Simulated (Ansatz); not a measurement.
Si: geometry relaxation (part 1 of 3)

- system: Si (slab, 26 atoms in the cell)
- method: DFT r2SCAN, scalar-relativistic, plane waves, PAW, no spin polarisation (Ansatz 0.2.0)

The structure derives from an entry of the Crystallography Open Database. It belongs to a series of runs on one base structure; here: (1 1 0) slab, atoms relaxed.

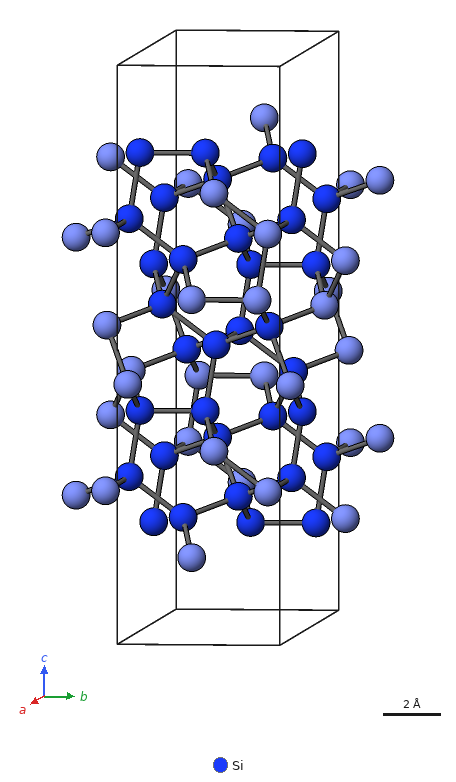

The input geometry (ball-and-stick view of the cell of the calculation, with the vacuum cut short, seen slightly off an axis; neighbours outside the cell are drawn fainter). An atom can appear more than once, as a periodic image. Near neighbours in the periodic cell (some may lie outside the picture): Si has 2 Si at 2.32 to 2.39 Å; Si has 3 Si at 2.32 to 2.39 Å; Si has 4 Si at 2.32 to 2.39 Å.

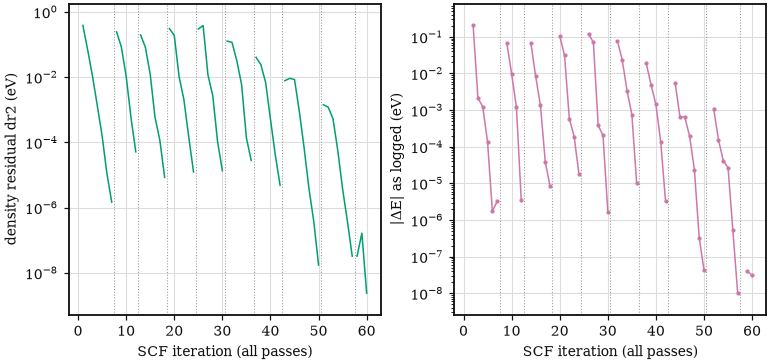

Convergence of the self-consistent field: density residual dr2 and size of the energy change against the SCF iteration. Dotted lines part the SCF passes that the log prints in full.

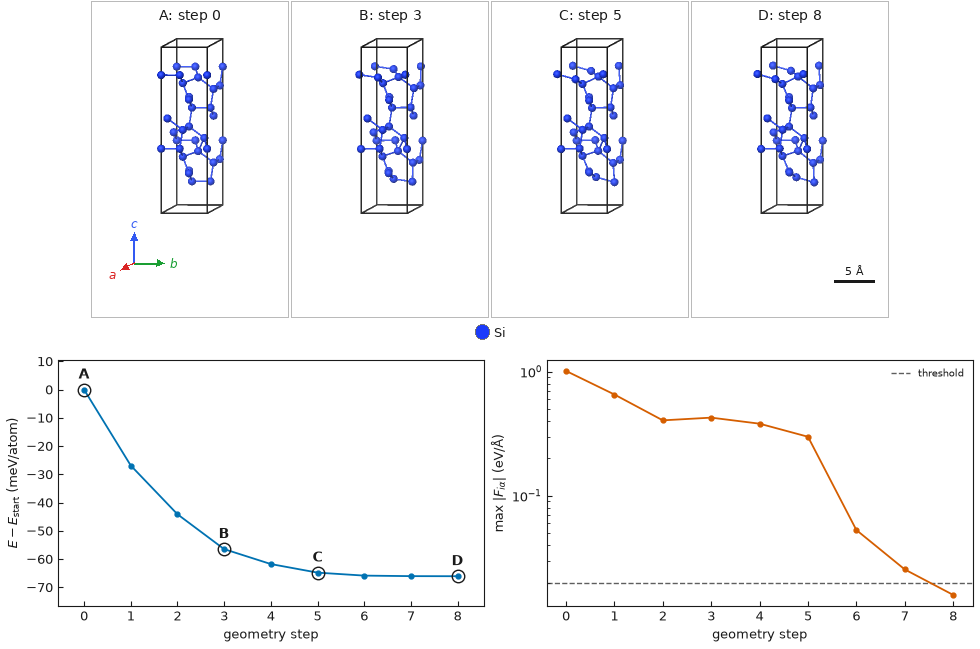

Frames of the relaxation (ball-and-stick view of the cell of the calculation, with the vacuum cut short (origin shifted), seen slightly off an axis) above the curves, on which the letters mark them (the first geometry is step 0 here and step 1 in the log).

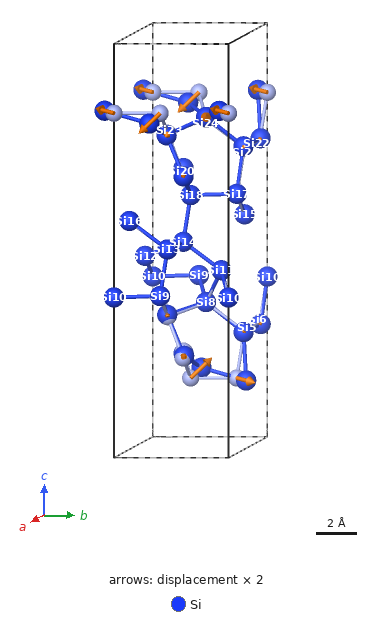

Start (faint) and end (solid) with the displacements as orange arrows, magnified 2 times (ball-and-stick view of the cell of the calculation, with the vacuum cut short (origin shifted), seen slightly off an axis). Over 8 geometry steps the energy falls by 66.1 meV per atom. Largest force component: 1 eV/Å at the start, 0.016 eV/Å at the end. The largest moves, 0.76 Å, are those of Si2 and Si25. The lattice vectors keep their values. Among the contacts that change: Si1–Si2 2.319 → 2.398 Å, Si24–Si25 2.394 → 2.472 Å, Si1–Si5 2.394 → 2.444 Å, Si20–Si22 2.394 → 2.435 Å. Among the angles that change: Si24–Si25–Si26 99.0° → 128.2°, Si22–Si26–Si25 99.0° → 70.4°, Si23–Si24–Si25 117.6° → 99.9°. (Atoms are counted from 1 in the order of the input.)

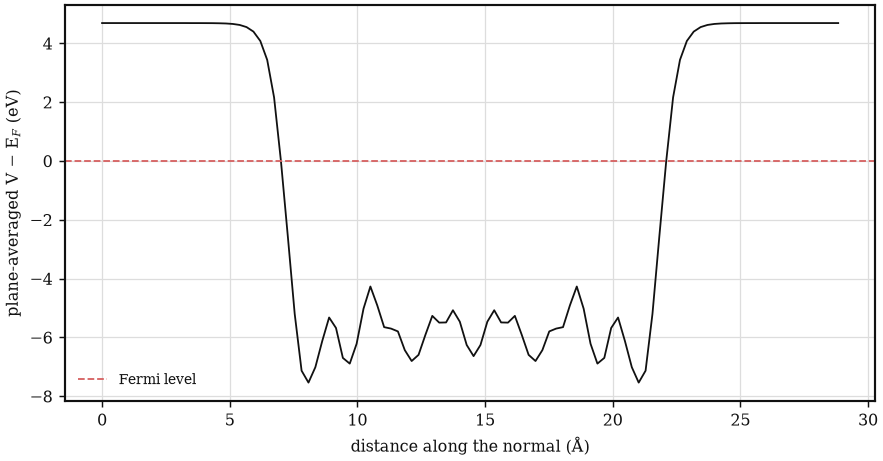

Plane average of the electrostatic potential energy of an electron across the cell, from the Fermi level. The vacuum level lies 4.69 eV above the Fermi level.

The input and output of the run follow.

The input
```yaml
crystal:
  lattice:
    - [5.7566692583, 0.0, 0.0]
    - [-1.9188897528, 5.4274398261, 0.0]
    - [0.0, 0.0, 29.1009023008]
  atoms:
    - { symbol: Si, position: [0.25, 0.9513996519, 0.2577239675] }
    - { symbol: Si, position: [0.25, 0.5486003481, 0.2577239675] }
    - { symbol: Si, position: [0.8506998259, 0.3506998259, 0.2902535066] }
    - { symbol: Si, position: [0.6006998259, 0.6006998259, 0.305953106] }
    - { symbol: Si, position: [0.2013996519, 0.0, 0.338482645] }
    - { symbol: Si, position: [0.7986003481, 0.0, 0.338482645] }
    - { symbol: Si, position: [0.3993001741, 0.3993001741, 0.3710121841] }
    - { symbol: Si, position: [0.1493001741, 0.6493001741, 0.3867117834] }
    - { symbol: Si, position: [0.75, 0.4513996519, 0.4192413225] }
    - { symbol: Si, position: [0.75, 0.0486003481, 0.4192413225] }
    - { symbol: Si, position: [0.3506998259, 0.8506998259, 0.4517708616] }
    - { symbol: Si, position: [0.1006998259, 0.1006998259, 0.4674704609] }
    - { symbol: Si, position: [0.7013996519, 0.5, 0.5] }
    - { symbol: Si, position: [0.2986003481, 0.5, 0.5] }
    - { symbol: Si, position: [0.8993001741, 0.8993001741, 0.5325295391] }
    - { symbol: Si, position: [0.6493001741, 0.1493001741, 0.5482291384] }
    - { symbol: Si, position: [0.25, 0.9513996519, 0.5807586775] }
    - { symbol: Si, position: [0.25, 0.5486003481, 0.5807586775] }
    - { symbol: Si, position: [0.8506998259, 0.3506998259, 0.6132882166] }
    - { symbol: Si, position: [0.6006998259, 0.6006998259, 0.6289878159] }
    - { symbol: Si, position: [0.2013996519, 0.0, 0.661517355] }
    - { symbol: Si, position: [0.7986003481, 0.0, 0.661517355] }
    - { symbol: Si, position: [0.3993001741, 0.3993001741, 0.694046894] }
    - { symbol: Si, position: [0.1493001741, 0.6493001741, 0.7097464934] }
    - { symbol: Si, position: [0.75, 0.4513996519, 0.7422760325] }
    - { symbol: Si, position: [0.75, 0.0486003481, 0.7422760325] }
basis:
  ecutwfc: 500
kpoints:
  mp_grid: { grid: [7, 7, 1] }
hamiltonian:
  xc: r2scan
scf:
  occupations: { method: gaussian, width: 0.1 }
output:
  forces: true
  eigenvalues: true
relax:
  adjacent_minimum: "off"
  f_tol: 0.02
  max_steps: 60
efield:
  axis: 3
  dipole_correction: true
  ramp_width: 0.04
```

Launch command:
```bash
ansatz run input.yaml --threads 4 --pin off --max-ram 10240MiB --backend cpu --events-out ev --progress --plain --runs-dir out
```

Output
```
Engine: ansatz 0.2.0, x86_64-unknown-linux-gnu
Pseudopotentials: kind: paw
Pseudopotential: Si, paw, valence charge 4, recommended cutoff 500 eV (meta_gga), Si.paw.azcp
Functional definition: r2SCAN
  parameter k0 = 0.174
  parameter k1 = 0.065
  parameter a1 = 4.9479
  exchange = r2scan_x(k0 = k0, k1 = k1, a1 = a1)
  correlation = r2scan_c
Crystal: 26 atoms, lattice volume = 909.228 Å³
Basis set: ecut = 500 eV, 23183 PW (Γ), exchange–correlation on 180×180×864 points (64 copies of the dense FFT grid, shifted against one another)
Bands: 78, of which v1, the nominal top of the filled ones, is band 52 counted from 1 (51 counted from 0)
Symmetry: 1 space group operations
k-points: 25 of 49 (time reversal used)
Non-local potential: Si, projectors of the file, l = 0: 2, l = 1: 2, l = 2: 2
PAW form: soft (Blöchl's): semilocal exchange-correlation on the pseudo side does not see the compensation charge
PAW frozen core: Si, regenerated for the run's functional (the file was generated under x = pbe(κ = 0.804, μ = 0.2195149727645171), c = pbe(β = 0.06672455060314922))
PAW one-centre angular grid: Si, 302 points (default); XC on 160 Gauss nodes
Initial density: superposition of atomic densities (neutral atoms: chi_scale 0, normalization atom), corrected by the library's trained network
Initial wavefunctions: pseudopotential atomic-orbital guess
Functional: x = r2scan, c = r2scan; τ floored in thin density (d = 2e-4 eV/Å³)
SCF iter   1: F=—  HF=-16603.460010 eV  |F-HF|=—  |Δ(HF+E_count)|=         —  Δρ=4.83e-3  dr2=3.84e-1  dr2_τ=1.35e-1  ethr=1.77e-3  p=0.000 e·Å  D=7.97e-14 V/Å  ΔV_dip=-0.00 eV  dr2_dipole=2.34e-10  V_vac-E_F(+/−)=4.74/4.74 eV  ⟨swp⟩=8.6  Hψ=11641  notcnv=0  defer=59
efield: sawtooth ramp at fractional position 0.9800 (placed from the atoms, in the widest stretch of the axis that holds none; the zero of the levels goes with the place), width 0.0400; the density the first Hamiltonian is built on has a dipole p = 0.000 e·Å; the dipole correction subtracts the counter field D = 7.97e-14 V/Å, which shifts the + side's vacuum level by -0.00 eV against the − side's; the planar-averaged density in the ramp window peaks in size at 5.8e-7 e/Å³
preconditioner: auto → LDOS  [metal: Δε(μ)=0.076 eV  Ē_g=7.825 eV  σ=0.100 eV  W_gap=0.37  n_scr=96 (ndim 8)  ℏωp=12.6 eV  f_vac=0.395  D(μ)=5.96/eV (n_scr^D=10)  β→1.0]
SCF iter   2: F=—  HF=-16603.664629 eV  |F-HF|=—  |Δ(HF+E_count)|=   2.05e-1  Δρ=1.38e-3  dr2=6.75e-2  dr2_τ=4.62e-4  ethr=3.69e-4  p=-0.000 e·Å  D=-1.07e-6 V/Å  ΔV_dip=0.00 eV  dr2_dipole=4.73e-8  V_vac-E_F(+/−)=4.81/4.81 eV  ⟨swp⟩=2.6  Hψ=3566  notcnv=0  defer=459
SCF iter   3: F=—  HF=-16603.662490 eV  |F-HF|=—  |Δ(HF+E_count)|=   2.14e-3  Δρ=6.40e-4  dr2=1.07e-2  dr2_τ=4.88e-5  ethr=6.49e-5  p=-0.000 e·Å  D=-6.91e-7 V/Å  ΔV_dip=0.00 eV  dr2_dipole=7.79e-10  V_vac-E_F(+/−)=4.82/4.82 eV  ⟨swp⟩=2.0  Hψ=2444  notcnv=0  defer=459
SCF iter   4: F=—  HF=-16603.661261 eV  |F-HF|=—  |Δ(HF+E_count)|=   1.23e-3  Δρ=2.46e-4  dr2=1.33e-3  dr2_τ=7.34e-6  ethr=1.03e-5  p=0.000 e·Å  D=2.81e-7 V/Å  ΔV_dip=-0.00 eV  dr2_dipole=4.28e-9  V_vac-E_F(+/−)=4.83/4.83 eV  ⟨swp⟩=2.1  Hψ=2644  notcnv=0  defer=459
SCF iter   5: F=—  HF=-16603.661126 eV  |F-HF|=—  |Δ(HF+E_count)|=   1.35e-4  Δρ=8.62e-5  dr2=1.58e-4  dr2_τ=6.62e-7  ethr=1.28e-6  p=0.000 e·Å  D=2.23e-7 V/Å  ΔV_dip=-0.00 eV  dr2_dipole=8.94e-12  V_vac-E_F(+/−)=4.83/4.83 eV  ⟨swp⟩=2.4  Hψ=3067  notcnv=0  defer=459
SCF iter   6: F=—  HF=-16603.661124 eV  |F-HF|=—  |Δ(HF+E_count)|=   1.75e-6  Δρ=2.43e-5  dr2=1.09e-5  dr2_τ=6.94e-8  ethr=1.52e-7  p=0.000 e·Å  D=1.78e-7 V/Å  ΔV_dip=-0.00 eV  dr2_dipole=5.02e-13  V_vac-E_F(+/−)=4.84/4.84 eV  ⟨swp⟩=2.0  Hψ=2561  notcnv=0  defer=459
SCF iter   7: F=-16603.661127 eV  HF=-16603.661127 eV  |F-HF|=8.02e-8  |Δ(HF+E_count)|=   3.24e-6  Δρ=8.19e-6  dr2=1.47e-6  dr2_τ=1.05e-8  ethr=9.62e-9  p=0.000 e·Å  D=7.76e-8 V/Å  ΔV_dip=-0.00 eV  dr2_dipole=6.77e-12  V_vac-E_F(+/−)=4.84/4.84 eV  ⟨swp⟩=20.4  Hψ=13671  notcnv=0
SCF 1 converged in 7 iterations: F = -16603.661127 eV  dr2 = 1.47e-6
  greatest PAW one-centre occupation: 0.709 electrons in one spin orbital (limit 2), on the Si atom at site 25 (counted from 0), in its partial waves of l = 0
relax step   1: F+E_penalty+E_count = -16603.66112735 eV  Δ(F+E_penalty+E_count) = +0.000e0 eV  max|allowed force component| = 1.014e0 eV/Å  Δτ_max = 0.0000 Å  (7 SCF iters, dr2 threshold 1.00e-5 eV, accepted)
Initial density: handed on by an earlier stage of this run
Initial wavefunctions: those handed on with the density
iter 1 solved again at ethr=2.52e-4 eV; its pass at ethr=3.10e-3 eV (dr2=2.62e-1 eV) is discarded
SCF iter   1: F=—  HF=-16604.302752 eV  |F-HF|=—  |Δ(HF+E_count)|=         —  Δρ=3.87e-3  dr2=2.45e-1  dr2_τ=8.41e-3  ethr=2.52e-4  p=0.000 e·Å  D=7.76e-8 V/Å  ΔV_dip=-0.00 eV  dr2_dipole=7.89e-13  V_vac-E_F(+/−)=4.79/4.79 eV  ⟨swp⟩=1.3  Hψ=6942  notcnv=0  defer=451
efield: sawtooth ramp at fractional position 0.9800 (handed on by an earlier solve), width 0.0400; the density the first Hamiltonian is built on has a dipole p = 0.000 e·Å; the dipole correction subtracts the counter field D = 7.76e-8 V/Å, which shifts the + side's vacuum level by -0.00 eV against the − side's; the planar-averaged density in the ramp window peaks in size at 8.6e-8 e/Å³
preconditioner: auto → LDOS  [metal: Δε(μ)=0.086 eV  Ē_g=7.849 eV  σ=0.100 eV  W_gap=0.43  n_scr=96 (ndim 8)  ℏωp=12.6 eV  f_vac=0.400  D(μ)=3.70/eV (n_scr^D=6)  β→1.0]
SCF iter   2: F=—  HF=-16604.371060 eV  |F-HF|=—  |Δ(HF+E_count)|=   6.83e-2  Δρ=1.35e-3  dr2=8.37e-2  dr2_τ=3.91e-4  ethr=2.36e-4  p=0.000 e·Å  D=5.28e-8 V/Å  ΔV_dip=-0.00 eV  dr2_dipole=3.59e-10  V_vac-E_F(+/−)=4.70/4.70 eV  ⟨swp⟩=2.1  Hψ=2773  notcnv=0  defer=451
SCF iter   3: F=—  HF=-16604.361209 eV  |F-HF|=—  |Δ(HF+E_count)|=   9.85e-3  Δρ=5.06e-4  dr2=1.06e-2  dr2_τ=4.45e-5  ethr=8.05e-5  p=-0.000 e·Å  D=-1.29e-7 V/Å  ΔV_dip=0.00 eV  dr2_dipole=2.79e-12  V_vac-E_F(+/−)=4.76/4.76 eV  ⟨swp⟩=2.0  Hψ=2494  notcnv=0  defer=451
SCF iter   4: F=—  HF=-16604.360013 eV  |F-HF|=—  |Δ(HF+E_count)|=   1.20e-3  Δρ=1.45e-4  dr2=5.76e-4  dr2_τ=3.60e-6  ethr=1.02e-5  p=0.000 e·Å  D=3.39e-8 V/Å  ΔV_dip=-0.00 eV  dr2_dipole=8.46e-12  V_vac-E_F(+/−)=4.76/4.76 eV  ⟨swp⟩=2.0  Hψ=3014  notcnv=0  defer=469
SCF iter   5: F=-16604.360003 eV  HF=-16604.360009 eV  |F-HF|=6.24e-6  |Δ(HF+E_count)|=   3.54e-6  Δρ=4.78e-5  dr2=5.11e-5  dr2_τ=4.36e-7  ethr=6.18e-8  p=0.000 e·Å  D=9.86e-10 V/Å  ΔV_dip=-0.00 eV  dr2_dipole=2.48e-13  V_vac-E_F(+/−)=4.76/4.76 eV  ⟨swp⟩=17.5  Hψ=14992  notcnv=0
SCF 2 converged in 5 iterations: F = -16604.360003 eV  dr2 = 5.11e-5
[... from here on the iterations of each SCF are left out, up to the last one ...]
relax step   2: F+E_penalty+E_count = -16604.36000312 eV  Δ(F+E_penalty+E_count) = -6.989e-1 eV  max|allowed force component| = 6.547e-1 eV/Å  Δτ_max = 0.1949 Å  (5 SCF iters, dr2 threshold 6.42e-5 eV, accepted)
efield: sawtooth ramp at fractional position 0.9800 (handed on by an earlier solve), width 0.0400; the density the first Hamiltonian is built on has a dipole p = 0.000 e·Å; the dipole correction subtracts the counter field D = 9.86e-10 V/Å, which shifts the + side's vacuum level by -0.00 eV against the − side's; the planar-averaged density in the ramp window peaks in size at 1.1e-7 e/Å³
preconditioner: auto → LDOS  [metal: Δε(μ)=0.010 eV  Ē_g=7.869 eV  σ=0.100 eV  W_gap=0.06  n_scr=96 (ndim 8)  ℏωp=12.6 eV  f_vac=0.402  D(μ)=3.52/eV (n_scr^D=6)  β→1.0]
SCF 3 converged in 6 iterations: F = -16604.808526 eV  dr2 = 8.42e-6
relax step   3: F+E_penalty+E_count = -16604.80852580 eV  Δ(F+E_penalty+E_count) = -4.485e-1 eV  max|allowed force component| = 4.054e-1 eV/Å  Δτ_max = 0.1949 Å  (6 SCF iters, dr2 threshold 2.68e-5 eV, accepted)
efield: sawtooth ramp at fractional position 0.9800 (handed on by an earlier solve), width 0.0400; the density the first Hamiltonian is built on has a dipole p = -0.000 e·Å; the dipole correction subtracts the counter field D = -1.05e-8 V/Å, which shifts the + side's vacuum level by +0.00 eV against the − side's; the planar-averaged density in the ramp window peaks in size at 9.2e-8 e/Å³
preconditioner: auto → LDOS  [metal: Δε(μ)=0.083 eV  Ē_g=7.874 eV  σ=0.100 eV  W_gap=0.44  n_scr=96 (ndim 8)  ℏωp=12.6 eV  f_vac=0.404  D(μ)=2.72/eV (n_scr^D=6)  β→1.0]
SCF 4 converged in 6 iterations: F = -16605.129695 eV  dr2 = 1.24e-5
```
